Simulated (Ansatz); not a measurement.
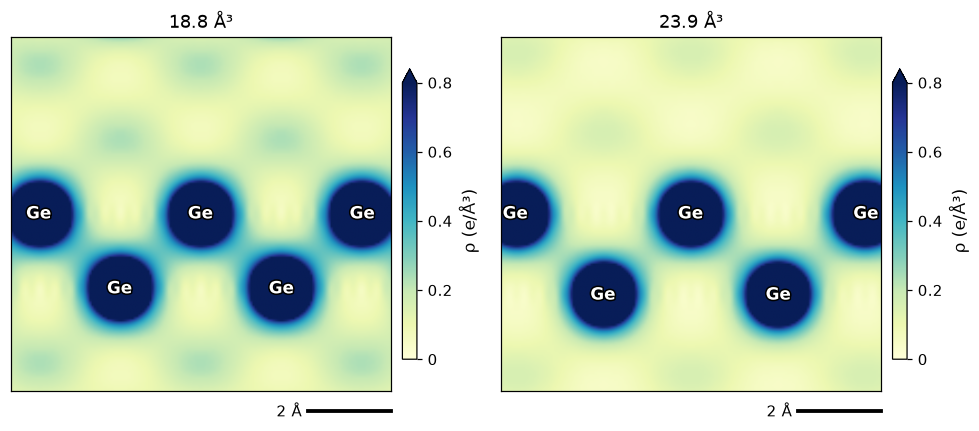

Ge. The valence pseudo-density of cells scaled evenly to different volumes (given per atom above each panel), on the (110) plane of each (indices in the axes of the cell below), at one length scale and on one colour scale.

A generated structure, not necessarily the stable one.

Level of theory: Ansatz 0.2.0, DFT, BLYP, plane waves (420 eV) with PAW, scalar-relativistic.

In a PAW calculation such maps are meaningful between the atoms, not at the nuclei.

The largest cell:

```xyz
2
Lattice="-2.7686 2.7700 1.5492 2.7700 -2.7686 1.5492 2.7799 2.7799 -1.5466" Properties=species:S:1:pos:R:3 pbc="T T T"
Ge   -2.7676    2.7690    1.5492
Ge    0.0050    2.7763    0.7759
```

| volume (Å³/atom) | Ge–Ge contact in the plane (Å) | ρ at its midpoint (e/Å³) | pressure (GPa) | 
| --- | --- | --- | --- |
| 18.75 | 2.656 | 0.344 | 8.6 | 
| 20.45 | 2.734 | ? | ? | 
| 23.86 | 2.878 | 0.242 | −4.3 | 

Question: Estimate the missing row, and compare with the calculation.

Answer: Over the known rows ln ρ falls by 1.58 per Å of Ge–Ge distance (the line through the two), which gives 0.304 e/Å³ at 2.734 Å; the calculation gives 0.304 e/Å³. For the pressure, a straight line in volume between the neighbouring rows gives 4.3 GPa; the calculation gives 2.3, lower because pressure rises ever faster on compression.
